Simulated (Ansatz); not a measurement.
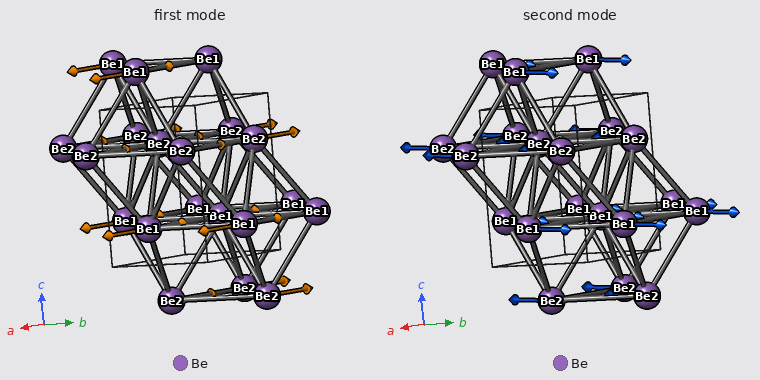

The system is Be (P6_3/mmc, No. 194; 2 atoms in the cell); the picture shows the reference structure; its two panels give the patterns of the first and the second mode as arrows. The energy is mapped over two normal modes frozen in (zone-centre modes of the 2-atom cell of this scan). First axis: amplitude of mode 4 (485 cm⁻¹), largest displacement. Second axis: amplitude of mode 5 (485 cm⁻¹), largest displacement. Nothing is relaxed (the cell and all other modes fixed). Grid: 7 × 7 points; 28 points were computed and 21 follow by symmetry. Points are written as (first, second). Energies are in meV per cell, from the lowest grid point. All numbers below come from Ansatz, DFT PBE+D3(BJ), scalar-relativistic, plane waves, PAW. Settings: cutoff 520 eV, k-mesh 24×24×12 in the order of the run's cell vectors, gaussian smearing 0.15 eV, no spin polarisation.

Its coordinates:

```xyz
2
Lattice="2.2142 0.0000 0.0000 -1.1071 1.9176 0.0000 0.0000 0.0000 3.5001" Properties=species:S:1:pos:R:3 pbc="T T T"
Be    0.0000    1.2784    0.8750
Be    1.1071    0.6392    2.6251
```

Range: amplitude of mode 4 (485 cm⁻¹), largest displacement from −0.139 to 0.139 Å; amplitude of mode 5 (485 cm⁻¹), largest displacement from −0.139 to 0.139 Å.

Q: What will the energy surface look like?

A: The lowest grid point is at (0.000 Å, 0.000 Å). It is the only kind of minimum in the scanned range. The highest grid point, (−0.139 Å, −0.139 Å), lies 341 meV above the lowest.

```csv
"second ↓, first →",−0.139,−0.093,−0.046,0.000,0.046,0.093,0.139
0.139,221,197,182,178,182,197,221
0.093,156,112,85,76,85,112,156
0.046,132,70,31,18,31,70,132
0.000,146,66,17,0,17,66,146
−0.046,192,96,36,16,36,96,192
−0.093,260,149,80,57,80,149,260
−0.139,341,218,141,115,141,218,341
```

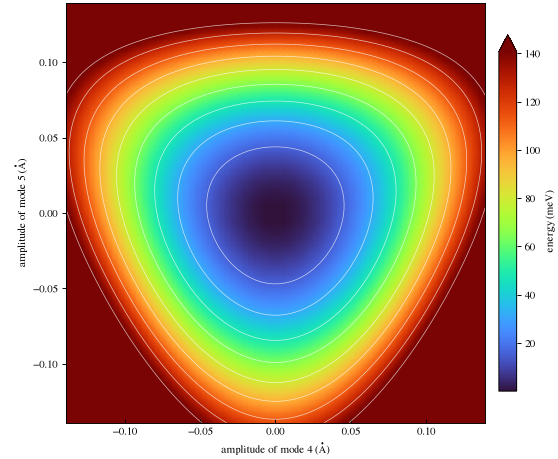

Drawn: a smooth colour map with a few white contour lines, one colour for all values above the top of the scale. Between grid points the surface is interpolated.

Time for the 28 points that were run: 6.6 min on 1 thread of Arm Neoverse V1, with other jobs on the host.
